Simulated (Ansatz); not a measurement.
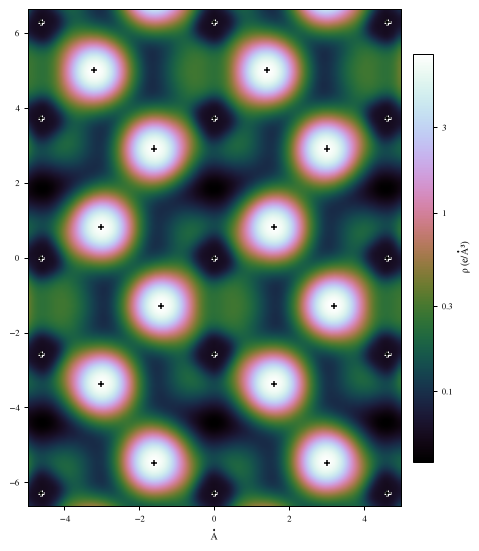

The valence pseudo-density on a plane through atoms (crosses mark nuclei in the plane).

These are results of Ansatz 0.2.0, DFT LDA, scalar-relativistic, plane waves, PAW, not measurements.

Candidates:
A. In$_{2}$O$_{3}$, a = 8.72 Å, b = 8.72 Å, c = 8.72 Å, α = 109.47°, β = 109.47°, γ = 109.47°. Space group Ia-3.
B. Al$_{2}$O$_{3}$, a = 4.63 Å, b = 4.63 Å, c = 12.58 Å, α = 90.00°, β = 90.00°, γ = 120.00°. Space group R-3c; computed pressure about 20 GPa in this cell.

**Which candidate gave the map?**

Candidate B: Al$_{2}$O$_{3}$ on the (100) plane of the conventional cell, which holds Al and O. Al–O (1.80 Å): ρ at the midpoint is about 0.72 e/Å³. Al–Al (2.56 Å): ρ at the midpoint is about 0.24 e/Å³.
